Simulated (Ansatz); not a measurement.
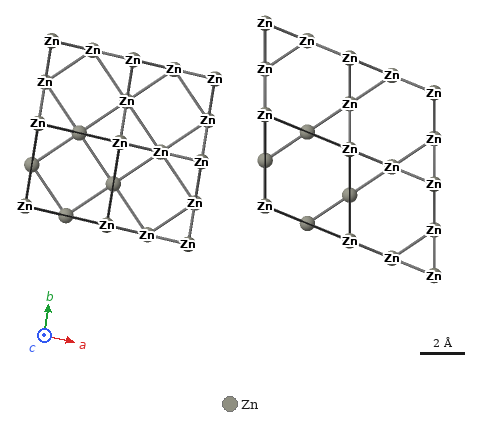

Two geometries of a crystal of Zn (built on the K_65 type) (coarse preliminary run), drawn at one scale. One is the start of a relaxation, the other its converged end. The picture is a ball-and-stick view of the cell of the calculation, repeated 2 × 2 × 1 with one cell outlined, seen along the c axis.

The calculation used DFT PBE, scalar-relativistic, plane waves, PAW in Ansatz 0.2.0. Set-up: plane-wave cutoff 420 eV; k-point mesh 4 × 4 × 4; occupations gaussian; smearing width 0.1 eV; no spin polarisation; cell and atoms relaxed; force threshold 0.04 eV/Å; at most 70 steps.

Which geometry has the lower energy?

The left one is the relaxed one. Case: K type (Cmmm, No. 65). The largest moves relative to the cell, 0.22 Å, are those of Zn atoms. The volume changes by +2.1 %, with a = b 4.231 → 3.877 Å (−8.4 %), c 5.324 → 6.004 Å (+12.8 %), γ 112.4° → 94.0°. Some distances before and after: Zn–Zn 3.515 → 2.836 Å, Zn–Zn 2.355 → 2.643 Å, Zn–Zn 2.662 → 2.559 Å, Zn–Zn 2.499 → 2.593 Å. Among the angles between lasting bonds that change: Zn–Zn–Zn 115.6° → 96.7°, Zn–Zn–Zn 122.2° → 131.6°, Zn–Zn–Zn 61.9° → 59.4°. The space group stays Cmmm (No. 65). After 8 accepted moves (10 points after the start) the energy has fallen by 208 meV per atom. The largest force component goes from 0.94 to 0.0064 eV/Å. Pressure: 8.91 GPa at the start and −0.18 GPa at the end. At 2 points the geometry stayed and the basis and grid were re-selected for the new cell (energy shift of 3.1 meV per atom at most each time).

Limits of the set-up: the k-point mesh is coarse for a cell with partly filled bands.
